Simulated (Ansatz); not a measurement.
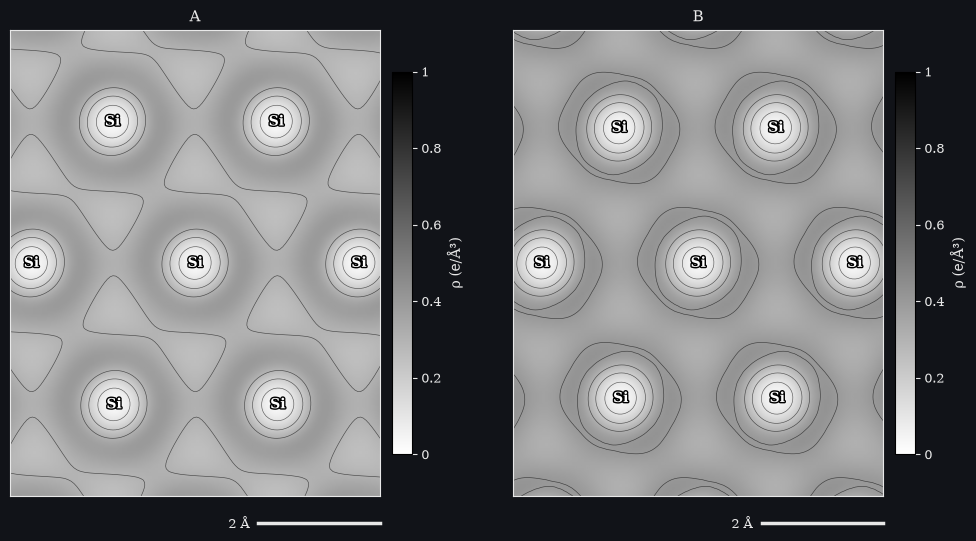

Si. The valence pseudo-density of two cells that differ in size, on the (001) plane of each (indices in the axes of the calculation cell), at one length scale and on one colour scale; one has 12.8 and the other 14.6 Å³ an atom.

Space group I4/mmm; a structure from a database of computed crystals, not necessarily the ambient phase.

Level of theory: DFT r2SCAN, scalar-relativistic, plane waves, PAW in Ansatz 0.2.0.

In a PAW calculation such maps are meaningful between the atoms, not at the nuclei.

Which is the denser cell? Describe the effect of the change.

Panel B is the smaller cell, by 13 % in volume. From the larger cell to the smaller, Si–Si goes from 2.69 to 2.57 Å, and the density at its midpoint from 0.31 to 0.37 e/Å³; the pressure goes from −3.8 to 11 GPa.
